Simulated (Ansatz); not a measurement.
MoS₂: single-point calculation

The run: single-point calculation of MoS₂ (R-3m, 3 atoms in the cell). Method and program: DFT, PBEsol, plane waves, PAW, no spin polarisation (Ansatz 0.2.0).

The structure was built on a prototype by a generator. Some settings of this run were made unusual or wrong on purpose. The geometry comes from this level: r2scan-rvv10.

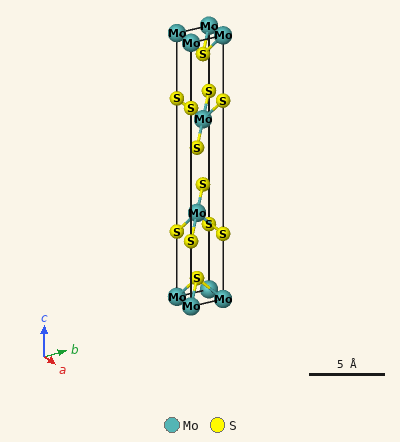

The input geometry (ball-and-stick view of the cell 3 times as large as that of the calculation, set on its symmetry axes, seen slightly off an axis). Near neighbours in the crystal (not all of them lie inside the picture): Mo has 6 S at 2.42 Å; S has 3 Mo at 2.42 Å.

Input file:
```yaml
crystal:
  lattice:
    - [1.5965300489, 0.9217570535, 6.0772313985]
    - [-1.5965300489, 0.9217570535, 6.0772313985]
    - [0.0, -1.843514107, 6.0772313985]
  atoms:
    - { symbol: Mo, position: [0.0, 0.0, 0.0] }
    - { symbol: S, position: [0.2474267338, 0.2474267338, 0.2474267338] }
    - { symbol: S, position: [0.7525732662, 0.7525732662, 0.7525732662] }
kpoints:
  mp_grid: { grid: [6, 6, 6] }
hamiltonian:
  xc: pbesol
scf:
  occupations: { method: cold, width: 1.5 }
  n_extra_bands: 4
output:
  forces: true
  stress: true
  eigenvalues: true
```

Run on 4 threads of an x86-64 CPU, shared host.

Launched with:
```bash
ansatz run input.yaml --threads 4 --pin off --max-ram 3686MiB --backend cpu --events-out ev --progress --plain --runs-dir out
```

What the program printed:
```
basis.fft_grid_basis auto: the FFT boxes are laid along the combinations [[1, 0, -1], [0, 1, -1], [0, 0, 1]] of the cell's own vectors, 3.193, 3.193 and 6.351 Å long. The dense box has 24×24×45 points. Along the cell's own vectors, as sized, it would have 45×45×45, 3.52 times as many. Of the 12 symmetry operations that the crystal satisfies within crystal.symmetry.tolerance (time reversal apart; of a slab, those that keep its plane) the dense box along the cell's own vectors carries 12, and the one as laid loses 8 of those. basis.fft_grid_basis: typed keeps the cell's own vectors: state it where this run's energies or levels are differenced outside the engine with another run's, or held beside a run that keeps those vectors.
scf.n_extra_bands = 4 over 13 filled bands (N_el = 26.0): the run solves 17 bands
Engine: ansatz 0.2.0, x86_64-unknown-linux-gnu
Pseudopotentials: kind: paw
Pseudopotential: Mo, paw, valence charge 14, recommended cutoff 420 eV (normal), Mo.paw.azcp
Pseudopotential: S, paw, valence charge 6, recommended cutoff 420 eV (normal), S.paw.azcp
Functional definition: PBEsol
  exchange = pbesol_x
  correlation = pbesol_c
Crystal: 3 atoms, lattice volume = 53.660 Å³
Basis set: ecut = 420 eV, 1059 PW (Γ), FFT grids on a1−a3, a2−a3, a3, exchange–correlation on 48×48×90 points (8 copies of the dense FFT grid, shifted against one another)
Bands: 17, of which v1, the nominal top of the filled ones, is band 13 counted from 1 (12 counted from 0)
Symmetry: 12 space group operations
Space group: R-3m (ITA 166), of the structure as read, at distance tolerance 3.8e-5 Å
k-points: 32 of 216
Non-local potential: Mo, projectors of the file, l = 0: 3, l = 1: 2, l = 2: 2, l = 3: 1
Non-local potential: S, projectors of the file, l = 0: 2, l = 1: 2, l = 2: 2
PAW form: soft (Blöchl's): semilocal exchange-correlation on the pseudo side does not see the compensation charge
PAW frozen core: Mo, regenerated for the run's functional, and the local potential with it (the file was generated under x = pbe(κ = 0.804, μ = 0.2195149727645171), c = pbe(β = 0.06672455060314922))
PAW frozen core: S, regenerated for the run's functional, and the local potential with it (the file was generated under x = pbe(κ = 0.804, μ = 0.2195149727645171), c = pbe(β = 0.06672455060314922))
PAW one-centre angular grid: Mo, 590 points (default); XC on 64 Gauss nodes
PAW one-centre angular grid: S, 110 points (default); XC on 64 Gauss nodes
Initial density: superposition of atomic densities (neutral atoms: chi_scale 0, normalization atom), corrected by the library's trained network
Initial wavefunctions: pseudopotential atomic-orbital guess
Functional: x = pbesol(κ = 0.804, μ = 0.12345679012345678), c = pbesol(β = 0.046)
SCF iter   1: F=—  HF=-6669.292333 eV  |F-HF|=—  |Δ(HF+E_count)|=         —  Δρ=6.08e-3  dr2=2.63e-2  ethr=1.77e-3  ⟨swp⟩=4.8  Hψ=2570  notcnv=0
preconditioner: auto → Kerker (q_TF=auto, 2.418 Å⁻¹)  [metal: Δε(μ)=0.046 eV  Ē_g=7.911 eV  σ=1.500 eV  W_gap=0.02  n_scr=16 (ndim 8)  ℏωp=21.5 eV  f_vac=0.009  D(μ)=1.47/eV (n_scr^D=4)]
SCF iter   2: F=—  HF=-6669.289994 eV  |F-HF|=—  |Δ(HF+E_count)|=   2.34e-3  S|Δr|=    0.00e0  Δρ=3.24e-3  dr2=8.18e-3  ethr=1.01e-4  ⟨swp⟩=1.0  Hψ=800  notcnv=0
SCF iter   3: F=—  HF=-6669.288928 eV  |F-HF|=—  |Δ(HF+E_count)|=   1.07e-3  S|Δr|=    0.00e0  Δρ=5.24e-4  dr2=5.66e-4  ethr=3.15e-5  ⟨swp⟩=2.5  Hψ=840  notcnv=0
SCF iter   4: F=—  HF=-6669.288865 eV  |F-HF|=—  |Δ(HF+E_count)|=   6.31e-5  S|Δr|=    0.00e0  Δρ=1.91e-4  dr2=5.21e-5  ethr=2.18e-6  ⟨swp⟩=2.5  Hψ=802  notcnv=0
SCF iter   5: F=—  HF=-6669.288857 eV  |F-HF|=—  |Δ(HF+E_count)|=   7.50e-6  S|Δr|=    0.00e0  Δρ=6.09e-5  dr2=4.90e-6  ethr=2.00e-7  ⟨swp⟩=2.0  Hψ=751  notcnv=0
SCF iter   6: F=—  HF=-6669.288859 eV  |F-HF|=—  |Δ(HF+E_count)|=   1.98e-6  S|Δr|=    0.00e0  Δρ=1.70e-5  dr2=2.01e-7  ethr=1.89e-8  ⟨swp⟩=2.0  Hψ=766  notcnv=0
SCF iter   7: F=-6669.288859 eV  HF=-6669.288859 eV  |F-HF|=2.70e-9  |Δ(HF+E_count)|=   1.81e-7  S|Δr|=    0.00e0  Δρ=2.79e-6  dr2=3.80e-9  ethr=3.85e-10  ⟨swp⟩=5.8  Hψ=2394  notcnv=0
SCF 1 converged in 7 iterations: F = -6669.288859 eV  dr2 = 3.80e-9
  greatest PAW one-centre occupation: 0.999 electrons in one spin orbital (limit 2), on the Mo atom at site 0 (counted from 0), in its partial waves of l = 0
SCF converged after 7 iterations
Stability not checked: this state was not tested for a lower state beside it, because cold or Methfessel-Paxton smearing, or corrected tetrahedra, fill the levels in a way that the test cannot read (fill_not_monotonic; see scf.lower_state_search)
Free energy (F): -6669.288859 eV
Harris-Foulkes:  -6669.288859 eV  (|F-HF|=2.70e-9)
Internal energy: -6669.499572 eV  (E = F + TS)
E sigma→0 (E₀):  -6669.359097 eV
Entropy (-TS):   0.210712 eV (70.237 meV/atom)
Fermi energy:    10.717109 eV
--- Per-component energies (eV) ---
  E_band       = -158.291388
  E_kinetic    = 653.999883
  E_local      = -1900.999540  (includes V_loc(G=0)·N_el)
  E_nonlocal   = 201.670970
  E_hartree    = 722.462773
  E_xc         = -374.670913
  E_vxc        = -403.260453  (∫ρ·V_xc dr)
  E_paw        = -4311.834891  (= ΣΔE_a)
  E_vpaw       = -154.628318  (= ΣTr[D̂ρ^β])
  E_aug_tail   = 0.000041  (compensation charges beyond the density's cutoff)
  E_ewald      = -1660.461092
  E_core_change = 0.333198  (= ΣΔE_core)
  E_smearing   = 0.210712  (= −TS)
  E_closure    = -0.000000  (closes the sum)
  Σ components = -6669.288859   (vs F -6669.288859, Δ=0.00e0)
--- Forces (eV/Å), atoms counted from 1 ---
  atom   1  Mo    -0.00000000     0.00000000    -0.00000000
  atom   2  S      0.00000000     0.00000000     0.22850409
  atom   3  S     -0.00000000    -0.00000000    -0.22850409
  max |Σ_I F_I| component: 8.33e-17 eV/Å
--- Stress (GPa, compression-positive) ---
       -2.457215       0.000000       0.000000
        0.000000      -2.457215       0.000000
        0.000000       0.000000      -2.017068
  P = ⅓ Tr σ = -2.3105 GPa (-23.105 kbar)
--- Band table (eV; the first three rows and the last of 32) ---
  k-point 0: bands = ["-50.7600", "-24.8749", "-24.7442", "-24.7442", "-4.0148", "-2.4038", "3.9886", "7.0244", "7.0244", "9.4242", "9.6427", "9.9966", "9.9966", "10.8250", "10.8250", "14.1620", "14.1620"]
  k-point 1: bands = ["-50.7510", "-24.8570", "-24.8362", "-24.7653", "-3.5876", "-2.3182", "4.5296", "6.2926", "7.1994", "8.1208", "9.1813", "9.3903", "9.7811", "11.1401", "11.6347", "13.5566", "13.9734"]
  k-point 2: bands = ["-50.7328", "-25.0170", "-24.8203", "-24.8073", "-2.6662", "-1.9946", "5.0848", "5.4811", "6.3883", "7.0530", "8.2041", "9.2070", "9.2104", "11.9230", "12.1104", "14.0482", "14.3513"]
  k-point 31: bands = ["-50.7600", "-24.8750", "-24.7442", "-24.7442", "-3.6854", "-2.9170", "5.1383", "7.0261", "7.0478", "7.0478", "10.0103", "10.0103", "10.6886", "10.6886", "10.8718", "14.3083", "14.3083"]
```

What the run reported:

```tsv
quantity	value
outcome	converged
space group (tolerance 0.01 Å)	R-3m (166)
electrons treated	26
free energy	−6669.2889 eV
Fermi energy	10.717 eV
band gap	none (metallic)
pressure	−2.31 GPa
largest force (length of the vector)	0.229 eV/Å
wall time	1.4 s (CPU time 3.9 s)
peak memory	0.37 GiB
```

Diagnosis:

Some settings of this run were drawn to be unusual or wrong. It converged; results that depend on the unusual settings are not reference values.
